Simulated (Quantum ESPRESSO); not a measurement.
## AlN (F-43m): from the cell to the phonon bands

Wanted: phonon bands, density of states and zone-centre response of AlN (F-43m).

Program: Quantum ESPRESSO 7.5. Level of theory: DFT LDA, scalar-relativistic, plane waves, PseudoDojo norm-conserving pseudopotentials. Results are calculated unless marked as measured.

## Step 1: Starting point

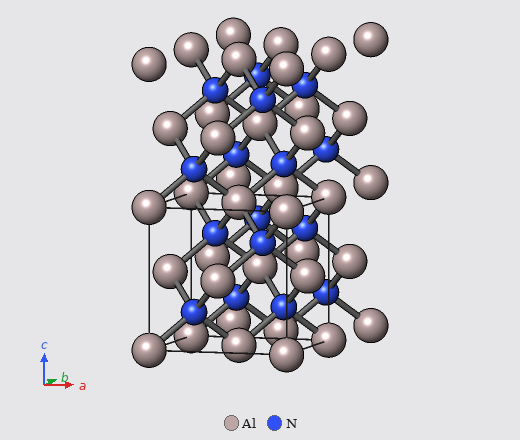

The starting structure, seen slightly off an axis (aluminium light grey, nitrogen blue). 1×2×2 cells are drawn. This picture shows the conventional cell, with its axes. Bonds to atoms that aren't drawn are left out. Some periodic images of atoms are drawn too.

Coordinates:

```
CELL_PARAMETERS angstrom
-2.18399 0.00000 2.18399
0.00000 2.18399 2.18399
-2.18399 2.18399 0.00000
ATOMIC_POSITIONS crystal
Al 0.00000 0.00000 0.00000
N 0.75000 0.75000 0.75000
```

## Step 2: A probe with smearing

A cheap run with smearing and empty bands tells whether the crystal has a gap, which decides between fixed occupations and smearing later on.

probe.in reads:

```
 &control
    calculation='scf',
    prefix='x',
    outdir='./tmp',
    pseudo_dir='./pseudo',
    tprnfor=.true.,
    tstress=.true.,
    verbosity='high',
 /
 &system
    ibrav=2,
    celldm(1)=8.25429937,
    nat=2,
    ntyp=2,
    ecutwfc=84.0,
    occupations='smearing',
    smearing='gaussian',
    degauss=0.01,
 /
 &electrons
    conv_thr=1.0d-07,
    mixing_beta=0.7,
    electron_maxstep=100,
 /
ATOMIC_SPECIES
 Al     26.9815  Al.upf
 N      14.0070  N.upf
ATOMIC_POSITIONS crystal
 Al     0.000000000   0.000000000   0.000000000
 N      0.750000000   0.750000000   0.750000000
K_POINTS automatic
 8 8 8 0 0 0
```

Launch:

```
OMP_NUM_THREADS=1 mpirun -n 4 pw.x -nk 4 -in probe.in > probe.out
```

What it wrote:

```text
[banners, grids, parts of the stress and lines that vanish by symmetry left out]
Program PWSCF v.7.5
     bravais-lattice index     =            2
     lattice parameter (alat)  =       8.2543  a.u.
[...]
kinetic-energy cutoff     =      84.0000  Ry
     charge density cutoff     =     336.0000  Ry
     scf convergence threshold =      1.0E-07
[...]
Exchange-correlation= SLA  PW   NOGX NOGC
                           (   1   4   0   0   0   0   0)
[...]
24 Sym. Ops. (no inversion) found
[...]
(     0          1          0      )
                  (     0          0          1      )
[...]
(  0.0000000  1.0000000  0.0000000 )
                  (  0.0000000  0.0000000  1.0000000 )
[...]
(     1          0         -1      )
                  (     0          0         -1      )
[...]
(  0.0000000  1.0000000  0.0000000 )
[...]
(    -1          0          1      )
                  (    -1          0          0      )
[...]
(  0.0000000  0.0000000  1.0000000 )
                  (  0.0000000 -1.0000000  0.0000000 )
[...]
number of k points=    29  Gaussian smearing, width (Ry)=  0.0100
[...]
End of self-consistent calculation
[...]
the Fermi energy is     9.0377 ev
!    total energy              =     -25.68364344 Ry
[...]
convergence has been achieved in   8 iterations
[...]
atom    1 type  1   force =    -0.00000000    0.00000000    0.00000000
     atom    2 type  2   force =     0.00000000    0.00000000    0.00000000
[...]
Total force =     0.000000     Total SCF correction =     0.000000
[...]
total   stress  (Ry/bohr**3)                   (kbar)     P=      -47.94
[...]
XML data file, charge density, pseudopotentials, collected wavefunctions

   JOB DONE.
```

The job ended after 1.8 s (4 MPI ranks of AMD EPYC 9B45 (Zen 5), shared host; 6.5 s of CPU time).

Numbers from this step:

| Property | Result |
| --- | --- |
| volume per atom | 10.42 Å³ |
| pressure | -4.794 GPa |
| gap on the k-mesh | 3.260 eV |

A gap of 3.3 eV opens on this mesh, so the crystal is taken as an insulator; the start stands at -4.8 GPa.

## Step 3: Relaxation

The relaxation runs at a cutoff a fifth above that of the response, since stress converges more slowly with the basis than frequencies do. Forces and stress are brought to rest with tight thresholds.

relax.in reads:

```
 &control
    calculation='vc-relax',
    prefix='x',
    outdir='./tmp',
    pseudo_dir='./pseudo',
    tprnfor=.true.,
    tstress=.true.,
    forc_conv_thr=2.0d-05,
    etot_conv_thr=1.0d-07,
    nstep=40,
 /
 &system
    ibrav=2,
    celldm(1)=8.25429937,
    nat=2,
    ntyp=2,
    ecutwfc=101,
    occupations='fixed',
    nbnd=6,
 /
 &electrons
    conv_thr=1.0d-11,
    mixing_beta=0.7,
    electron_maxstep=100,
 /
 &ions
 /
 &cell
    press_conv_thr=0.2,
 /
ATOMIC_SPECIES
 Al     26.9815  Al.upf
 N      14.0070  N.upf
ATOMIC_POSITIONS crystal
 Al     0.000000000   0.000000000   0.000000000
 N      0.750000000   0.750000000   0.750000000
K_POINTS automatic
 8 8 8 0 0 0
```

Launch:

```
OMP_NUM_THREADS=1 mpirun -n 4 pw.x -nk 4 -in relax.in > relax.out
```

What it wrote:

```text
[banners, grids, parts of the stress and lines that vanish by symmetry left out]
[banner, memory and clock lines left out]
Program PWSCF v.7.5

[...]
kinetic-energy cutoff     =     101.0000  Ry
     charge density cutoff     =     404.0000  Ry
     scf convergence threshold =      1.0E-11
[...]
energy convergence thresh.=      1.0E-07
     force convergence thresh. =      2.0E-05
     press convergence thresh. =      2.0E-01
     Exchange-correlation= SLA  PW   NOGX NOGC
                           (   1   4   0   0   0   0   0)
[...]
24 Sym. Ops. (no inversion) found
[...]
number of k points=    29
[...]
End of self-consistent calculation
[...]
highest occupied, lowest unoccupied level (ev):     6.6468    9.9053
!    total energy              =     -25.68367886 Ry
[...]
convergence has been achieved in  14 iterations
[...]
atom    1 type  1   force =     0.00000000    0.00000000    0.00000000
     atom    2 type  2   force =     0.00000000    0.00000000    0.00000000
     Total force =     0.000000     Total SCF correction =     0.000000
[...]
total   stress  (Ry/bohr**3)                   (kbar)     P=      -48.35
[...]
number of bfgs steps    =   0
[...]
CELL_PARAMETERS (alat=  8.25429937)
[...]
ATOMIC_POSITIONS (crystal)
Al               0.0000000000        0.0000000000        0.0000000000
N                0.7500000000        0.7500000000        0.7500000000
[...]
New effective cutoffs (rho, wfc):  409.99  102.67
[...]
End of self-consistent calculation
[...]
highest occupied, lowest unoccupied level (ev):     6.9046   10.1754
!    total energy              =     -25.68424014 Ry
[...]
convergence has been achieved in   9 iterations
[...]
atom    1 type  1   force =    -0.00000000    0.00000000    0.00000000
     atom    2 type  2   force =     0.00000000    0.00000000    0.00000000
     Total force =     0.000000     Total SCF correction =     0.000000
[...]
total   stress  (Ry/bohr**3)                   (kbar)     P=        1.33
[...]
number of bfgs steps    =   1
[...]
CELL_PARAMETERS (alat=  8.25429937)
[...]
ATOMIC_POSITIONS (crystal)
Al               0.0000000000        0.0000000000        0.0000000000
N                0.7500000000        0.7500000000        0.7500000000
[...]
New effective cutoffs (rho, wfc):  409.81  102.63
[...]
End of self-consistent calculation
[...]
highest occupied, lowest unoccupied level (ev):     6.8977   10.1682
!    total energy              =     -25.68424053 Ry
[...]
convergence has been achieved in   9 iterations
[...]
atom    1 type  1   force =     0.00000000    0.00000000   -0.00000000
     atom    2 type  2   force =    -0.00000000    0.00000000   -0.00000000
     Total force =     0.000000     Total SCF correction =     0.000000
[...]
total   stress  (Ry/bohr**3)                   (kbar)     P=       -0.05
[...]
number of bfgs steps    =   2
[...]
small trust_radius: resetting bfgs history
[...]
CELL_PARAMETERS (alat=  8.25429937)
[...]
ATOMIC_POSITIONS (crystal)
Al              -0.0000000000       -0.0000000000        0.0000000000
N                0.7500000000        0.7500000000        0.7500000000
[...]
New effective cutoffs (rho, wfc):  409.82  102.63
[...]
End of self-consistent calculation
[...]
highest occupied, lowest unoccupied level (ev):     6.8980   10.1685
!    total energy              =     -25.68424053 Ry
[...]
convergence has been achieved in   6 iterations
[...]
atom    1 type  1   force =    -0.00000000   -0.00000000    0.00000000
     atom    2 type  2   force =     0.00000000    0.00000000    0.00000000
     Total force =     0.000000     Total SCF correction =     0.000000
[...]
total   stress  (Ry/bohr**3)                   (kbar)     P=        0.00
[...]
bfgs converged in   4 scf cycles and   3 bfgs steps
[...]
End of BFGS Geometry Optimization
     Final enthalpy           =     -25.6842405333 Ry
     File ./tmp/x.bfgs deleted, as requested
[...]
CELL_PARAMETERS (alat=  8.25429937)
[...]
ATOMIC_POSITIONS (crystal)
Al              -0.0000000000       -0.0000000000        0.0000000000
N                0.7500000000        0.7500000000        0.7500000000
[...]
Final scf calculation at the relaxed structure.
[...]
kinetic-energy cutoff     =     101.0000  Ry
     charge density cutoff     =     404.0000  Ry
     scf convergence threshold =      1.0E-13
[...]
press convergence thresh. =      2.0E-01
     Exchange-correlation= SLA  PW   NOGX NOGC
                           (   1   4   0   0   0   0   0)
[...]
24 Sym. Ops. (no inversion) found
[...]
number of k points=    29
[...]
c_bands:  1 eigenvalues not converged
     c_bands:  1 eigenvalues not converged
[...]
End of self-consistent calculation
[...]
highest occupied, lowest unoccupied level (ev):     6.8980   10.1685
!    total energy              =     -25.68423497 Ry
[...]
convergence has been achieved in  17 iterations
[...]
atom    1 type  1   force =    -0.00000000   -0.00000000    0.00000000
     atom    2 type  2   force =     0.00000000   -0.00000000    0.00000000
     Total force =     0.000000     Total SCF correction =     0.000000
[...]
total   stress  (Ry/bohr**3)                   (kbar)     P=        0.02
[...]
XML data file, charge density, pseudopotentials, collected wavefunctions
```

Run time: 6.1 s. Hardware: 4 MPI ranks; 24 s of CPU time.

Relaxation path:

```tsv
step	energy less that of the first step (eV)	largest force (eV/Å)	pressure (GPa)	volume (Å³)
1	0.0000	0.0000	-4.83	20.83
2	-0.0076	0.0000	0.13	20.33
3	-0.0076	0.0000	-0.01	20.34
4	-0.0076	0.0000	0.00	20.34
5	-0.0076	0.0000	0.00	20.34
```

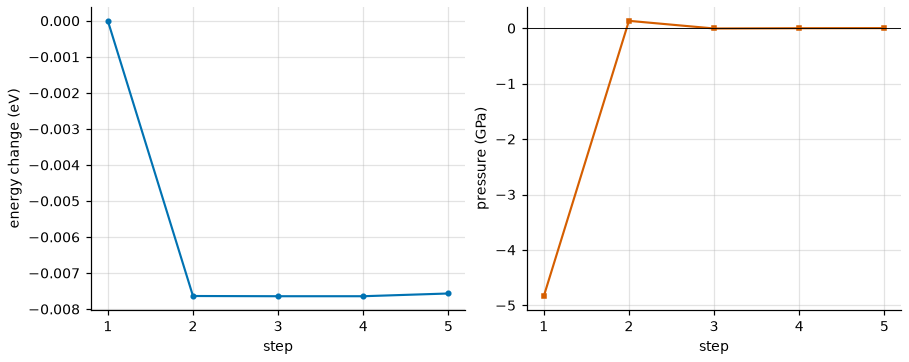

Energy and pressure along the relaxation.

```tsv
conventional cell, symmetrised	before	after	change
a (Å)	4.368	4.333	-0.8 %
b (Å)	4.368	4.333	-0.8 %
c (Å)	4.368	4.333	-0.8 %
volume (Å³/atom)	10.42	10.17	-2.4 %
```

Final coordinates:

```cif
data_structure
_symmetry_space_group_name_H-M 'P 1'
_symmetry_Int_Tables_number 1
_cell_length_a 3.0639
_cell_length_b 3.0639
_cell_length_c 3.0639
_cell_angle_alpha 60.000
_cell_angle_beta 60.000
_cell_angle_gamma 60.000
_cell_volume 20.34
loop_
_atom_site_label
_atom_site_type_symbol
_atom_site_fract_x
_atom_site_fract_y
_atom_site_fract_z
_atom_site_occupancy
Al1 Al 0.00000 0.00000 0.00000 1
N2 N 0.75000 0.75000 0.75000 1
```

The last row of the table of steps is pw.x's closing run on a basis chosen anew for the final cell, so its energy can jump.

Numbers from this step:

```
volume per atom   : 10.17 Å³
pressure          : 0.002 GPa
gap on the k-mesh : 3.271 eV
```

The volume changes by -2.4 % from the cell with which this run began.

## Step 4: Self-consistent run for the response

The response is built on this ground state, so it is converged far tighter than an energy would need. With a gap, occupations are fixed, which also allows the response to an electric field.

scf.in reads:

```
 &control
    calculation='scf',
    prefix='x',
    outdir='./tmp',
    pseudo_dir='./pseudo',
    tprnfor=.true.,
    tstress=.true.,
 /
 &system
    ibrav=2,
    celldm(1)=8.18818813,
    nat=2,
    ntyp=2,
    ecutwfc=84.0,
    occupations='fixed',
    nbnd=6,
 /
 &electrons
    conv_thr=1.0d-12,
    mixing_beta=0.7,
    electron_maxstep=100,
 /
ATOMIC_SPECIES
 Al     26.9815  Al.upf
 N      14.0070  N.upf
ATOMIC_POSITIONS crystal
 Al     0.000000000   0.000000000   0.000000000
 N      0.750000000   0.750000000   0.750000000
K_POINTS automatic
 8 8 8 0 0 0
```

Launch:

```
OMP_NUM_THREADS=1 mpirun -n 4 pw.x -nk 4 -in scf.in > scf.out
```

What it wrote:

```text
[banners, grids, parts of the stress and lines that vanish by symmetry left out]
[banner, memory and clock lines left out]
Program PWSCF v.7.5

[...]
kinetic-energy cutoff     =      84.0000  Ry
     charge density cutoff     =     336.0000  Ry
     scf convergence threshold =      1.0E-12
[...]
Exchange-correlation= SLA  PW   NOGX NOGC
                           (   1   4   0   0   0   0   0)
[...]
24 Sym. Ops. (no inversion) found
[...]
number of k points=    29
[...]
End of self-consistent calculation
[...]
highest occupied, lowest unoccupied level (ev):     6.8981   10.1686
!    total energy              =     -25.68419865 Ry
[...]
convergence has been achieved in  13 iterations
[...]
atom    1 type  1   force =     0.00000000    0.00000000   -0.00000000
     atom    2 type  2   force =     0.00000000    0.00000000    0.00000000
     Total force =     0.000000     Total SCF correction =     0.000000
[...]
total   stress  (Ry/bohr**3)                   (kbar)     P=        0.12
[...]
XML data file, charge density, pseudopotentials, collected wavefunctions
```

Run time: 2 s. Hardware: 4 MPI ranks; 7.4 s of CPU time.

Read from the output:

| Quantity | Value |
| --- | --- |
| pressure | 0.01200 GPa |
| gap on the k-mesh | 3.270 eV |

The cell stands at 0.012 GPa, close enough for phonons.

(Part 1 of 3 ends here.)

[Host names and launcher messages were left out of these logs when they were recorded.]

[Logs are printed without paths, hosts, clocks, repeated set-up lines and the standing remarks that a program may print on its own settings, such as how far it seeks lower states.]

[Hosts, paths, dates, database ids (printed as entryN), source tags and the programs' standing remarks are cut or masked in the printed files.]
